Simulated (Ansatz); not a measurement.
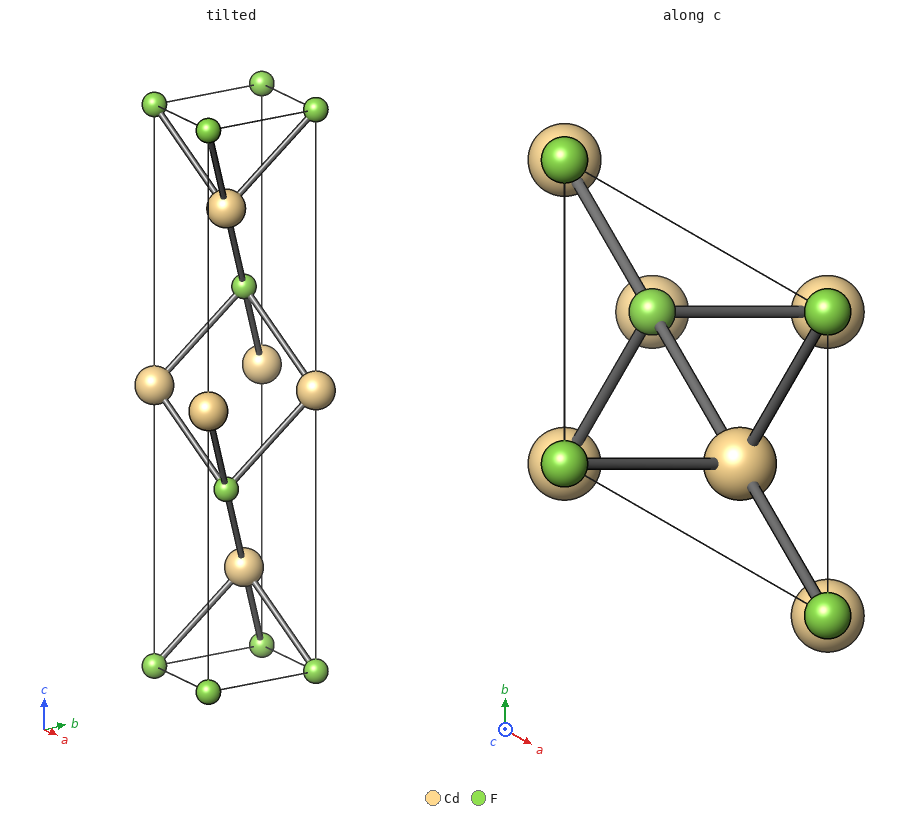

This ball-and-stick model is shown slightly off an axis and along the c axis. The frame is the conventional unit cell; atoms at its boundary are shown with their periodic copies. Cell: a = 3.20 Å, b = 3.20 Å, c = 11.08 Å, α = 90.00°, β = 90.00°, γ = 120.00°.

The structure comes from a structure type filled with these elements by a generator (whether the compound takes this form wasn't checked). Earlier steps of the study may have refined or changed the cell and positions. A calculation with Ansatz used it as input.

Question: Summary of the structure:

Answer: The structure is one of CdF. The lattice is rhombohedral (trigonal R) and the space group R-3m (No. 166). The cell comprises 3 formula units: 3 Cd, 3 F. Coordination numbers (contacts within bonding distance): Cd 6 and F 6.

Level of theory and settings: DFT PBE, scalar-relativistic, plane waves, PAW (Ansatz 0.2.0), a kinetic-energy cutoff of 420 eV, k-points about 0.11 Å⁻¹ apart, Gaussian smearing of 0.1 eV, no spin polarisation.

Question: How large a gap does the method give, if there is one?

Answer: A metal: bands cross the Fermi level.

Question: What does a Bader analysis give?

Answer: Cd +0.80 e; F -0.80 e.

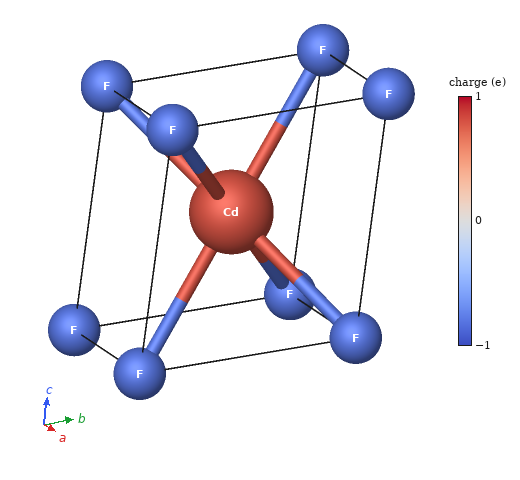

The atoms coloured by those charges. The run's cell of 2 atoms is drawn in a reduced setting, so axes and origin can differ from the first picture.

Question: Is the structure relaxed at this level of theory?

Answer: Yes. All forces vanish to within 0.01 eV/Å. The pressure is 0.0 GPa, close to zero.
